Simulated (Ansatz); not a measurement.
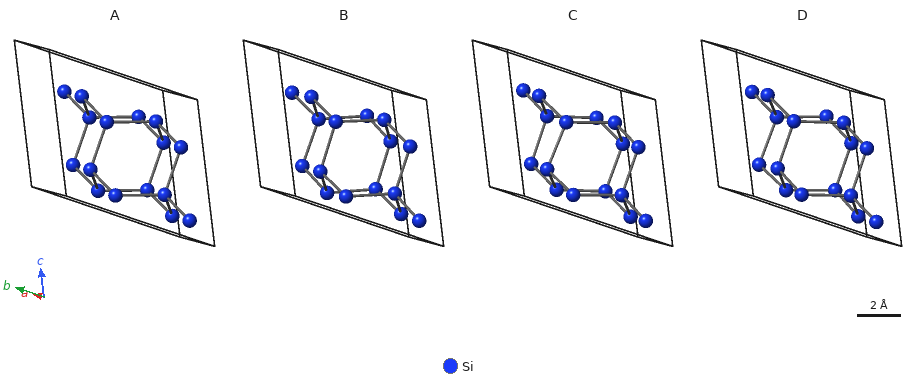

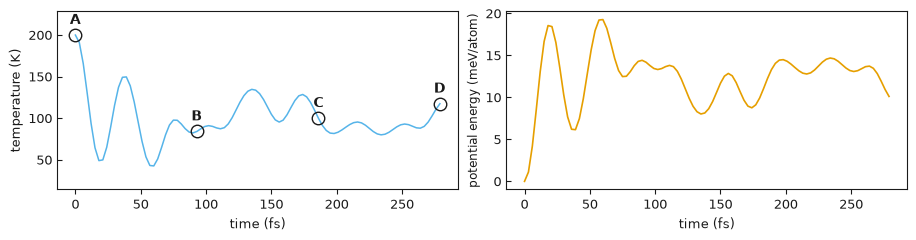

First-principles dynamics of a 16-atom cell of Si (set up in Fd-3m), 279 fs long. Frames (A at 0 fs, B at 93 fs, C at 186 fs, D at 279 fs) and the history of the run. A ball-and-stick model of the reduced simulation cell, seen from a free direction. Bonds to atoms that aren't drawn are left out. Lengths and directions refer to the drawn axes.

The calculation used DFT PBE, scalar-relativistic, plane waves, PAW (Ansatz). Run with plane-wave cutoff 420 eV; k-point mesh 2 × 2 × 2; Fermi-Dirac smearing 0.02 eV; constant energy (NVE); velocities drawn for 200 K; time step 3 fs.

> What happens in this trajectory?

Root-mean-square distances from the starting positions over the second half, with the common drift of all atoms taken out: Si 0.08 Å. That is small against the typical shortest distance between atoms in the first frame, about 2.4 Å: the atoms vibrate about their sites and the arrangement holds. The mean temperature in the second half is 98 K (standard deviation 14 K). The first frame carries almost no forces, so kinetic energy first flows into potential energy: the temperature drops from 200 to 49 K within 18 fs, and without a thermostat its mean stays below the start. The potential energy in the second half lies on average 12.5 meV per atom above the first frame. The mean pressure there is 2.1 GPa. The total energy stays between 0 and 0.27 meV per atom of its start. A straight-line fit has a slope that amounts to +0.0073 meV per atom over 279 fs (under 0.1 % of the mean kinetic energy), and the ripple about it is 1.3 % of the kinetic energy's fluctuation. With a drift under 2 % and a ripple under 7 %, the integration is accurate.

Cost: 82 s on 4 threads of Intel(R) Xeon(R) Platinum 8488C (Sapphire Rapids), with other jobs on the host, peak memory 0.72 GiB.
